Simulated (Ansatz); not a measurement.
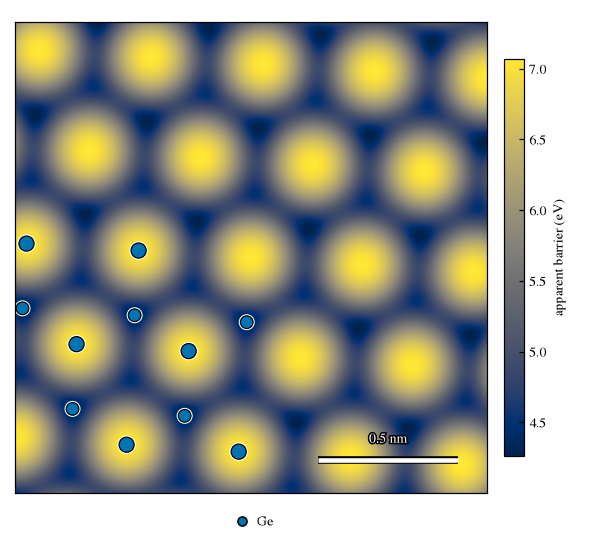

Map of the apparent barrier height, 0.952 eV Å² × (d ln I/dz)², 3.8 Å above Ge(001) (P6_3/mmc bulk, the cell from a database of computed structures, not from a measurement, 6 atomic planes (those closer than 0.6 Å count as one), 8 Å) at +0.25 V; lighter colours are higher.

Tersoff–Hamann simulation (s-wave tip); biases are sample biases. Bias windows are sharp sums over the levels of the k mesh.

Method: DFT PBE, scalar-relativistic, plane waves, PAW (Ansatz). Cutoff 420 eV, 18 × 18 k-points, Gaussian smearing 0.1 eV, dipole correction. The slab is a cut without reconstruction beyond its cell, at the source's lattice constants, with its lower half held fixed and the rest relaxed. Of the two ways to cut these planes this one leaves the narrow spacing on top (0.83 Å as cut, then 2.47 Å). This isn't the element's usual diamond form. Real surfaces of this element reconstruct in larger cells, which this cell doesn't allow. No spin polarisation. The run warns that the functional's potential is rough in the thin density of the vacuum, where the tip is; weak contrasts and barriers may feel it.

### Where is the apparent barrier highest and lowest, and over what range?

It is highest, 7.1 eV, over the top Ge atoms, and lowest, 4.3 eV, over the Ge atoms 0.8 Å below the top plane. The vacuum level lies 4.62 eV above zero bias. The high values lie on or round the bright spots: there the density falls fastest, as the corrugation dies out with height.
